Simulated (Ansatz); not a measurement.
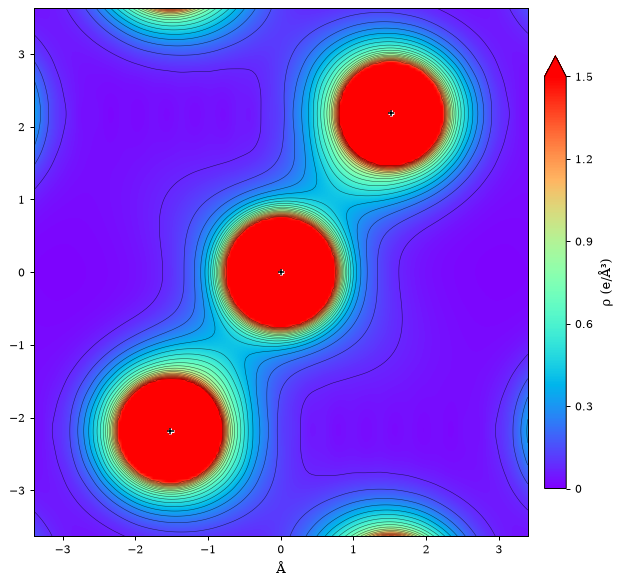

The valence electron density on a plane through atoms (crosses mark nuclei in the plane).

Computed with Ansatz 0.2.0, Kohn-Sham DFT of a periodic cell, r2SCAN, Ansatz PAW.

Candidates:
A. Si2W, a = 3.24 Å, b = 3.24 Å, c = 7.88 Å, α = 90.00°, β = 90.00°, γ = 90.00°. Space group I4/mmm; computed pressure about −6 GPa in this cell.
B. SnSe2, a = 3.79 Å, b = 3.79 Å, c = 6.09 Å, α = 90.00°, β = 90.00°, γ = 120.00°. Space group P-3m1; not relaxed (largest force 0.7 eV/Å); computed pressure about 5 GPa in this cell.
C. PtS2, a = 3.52 Å, b = 3.52 Å, c = 5.00 Å, α = 90.00°, β = 90.00°, γ = 120.00°. Space group P-3m1; not relaxed (largest force 1.5 eV/Å); computed pressure about 13 GPa in this cell.

Which candidate gave the map?

Answer. Candidate B: SnSe2 on the (110) plane of the conventional cell, which holds Sn and Se. Sn–Se (2.66 Å): the density is about 0.43 e/Å³ at the midpoint.
